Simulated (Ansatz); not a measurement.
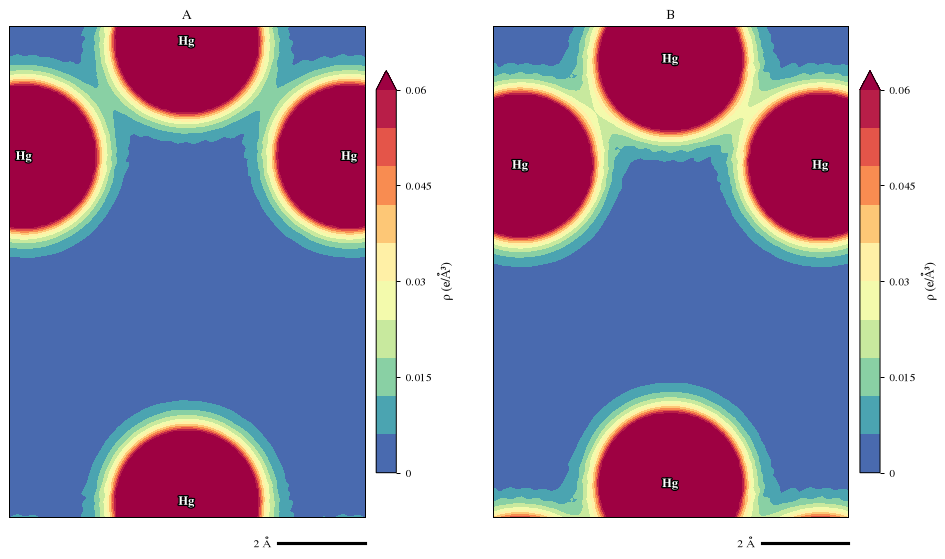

Hg. The valence charge density (pseudo) of two cells that differ in size, on the (011̄) plane of each (indices in the axes of the calculation cell), at one length scale and on one colour scale: A has 149.4 Å³ an atom and B 117.4.

Method: Ansatz, DFT, RPBE, plane waves (420 eV) with PAW, scalar-relativistic.

The density is the valence pseudo-density of a PAW calculation; it isn't the true density close to the nuclei.

The larger cell:

```yaml
crystal:
  lattice:
    - [0.00000, 5.30646, 5.30646]
    - [5.30646, 0.00000, 5.30646]
    - [5.30646, 5.30646, 0.00000]
  atoms:
    - { symbol: Hg, position: [0.12500, 0.12500, 0.12500] }
    - { symbol: Hg, position: [0.87500, 0.87500, 0.87500] }
```

The smaller cell: a = 6.925 Å, b = 6.925 Å, c = 6.925 Å, α = 60.00°, β = 60.00°, γ = 60.00°.

**What changes from the larger cell to the smaller?**

From the larger cell to the smaller, Hg–Hg goes from 4.60 to 4.24 Å, and the density at its midpoint from 0.01 to 0.02 e/Å³; the pressure goes from 0.0 to 0.1 GPa.
